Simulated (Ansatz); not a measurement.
Al

Input

```
crystal:
  lattice:
    - [-2.6517336691, 2.6517336691, 3.7150439077]
    - [2.6517336691, -2.6517336691, 3.7150439077]
    - [2.6517336691, 2.6517336691, -3.7150439077]
  atoms:
    - { symbol: Al, position: [0.0, 0.0, 0.0] }
    - { symbol: Al, position: [0.75, 0.25, 0.5] }
    - { symbol: Al, position: [0.375, 0.625, 0.75] }
    - { symbol: Al, position: [0.375, 0.125, 0.75] }
    - { symbol: Al, position: [0.375, 0.625, 0.25] }
    - { symbol: Al, position: [0.875, 0.625, 0.25] }
basis:
  ecutwfc: 420
kpoints:
  mp_grid: { grid: [10, 10, 10] }
hamiltonian:
  xc: pbe
scf:
  occupations: { method: gaussian, width: 0.1 }
output:
  forces: true
  stress: true
  eigenvalues: true
  write_density: true
  write_potential: true
  elf: true
  volumetric_format: npy
relax:
  adjacent_minimum: "off"
  f_tol: 0.01
  max_steps: 80
  cell: { stress_tol: 0.05 }
```

Run with:

```sh
ansatz run input.yaml --threads 1 --pin off --max-ram 2560MiB --backend cpu --events-out ev --progress --plain --runs-dir out
```

Below, planes, directions and counts refer to the conventional cell (a = 7.48 Å, b = 7.48 Å, c = 7.48 Å, α = 90.00°, β = 90.00°, γ = 90.00°).

The fields are those of the relaxed geometry.

Space group Fd-3m; a structure generated by program, which may or may not match a known phase.

Method: DFT PBE, scalar-relativistic, plane waves, PAW in Ansatz 0.2.0.

What can the converged valence pseudo-density and electron localisation function tell about the bonding?

Al–Al (2.65 Å): the density is about 0.26 e/Å³ at the midpoint; the ELF peaks at about 0.70 between the atoms.

Does the calculation make it a metal, or give it a gap?

It is gapless in this calculation (a metal or semimetal).

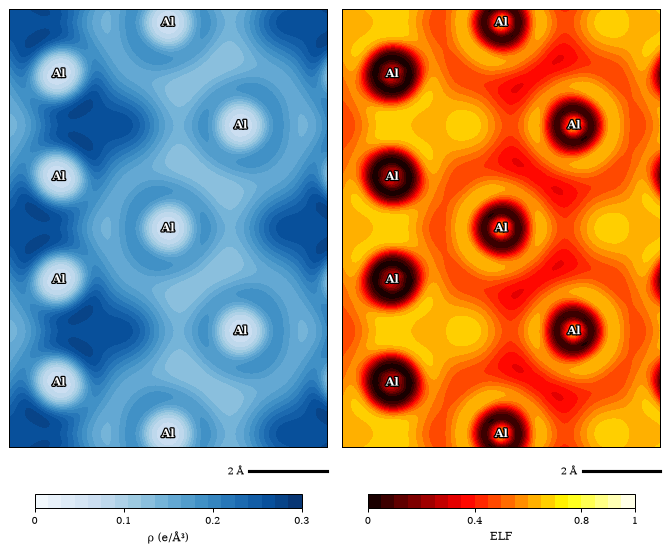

Computed valence pseudo-density and electron localisation function on the (11̄0) plane of the conventional cell, in this order. 
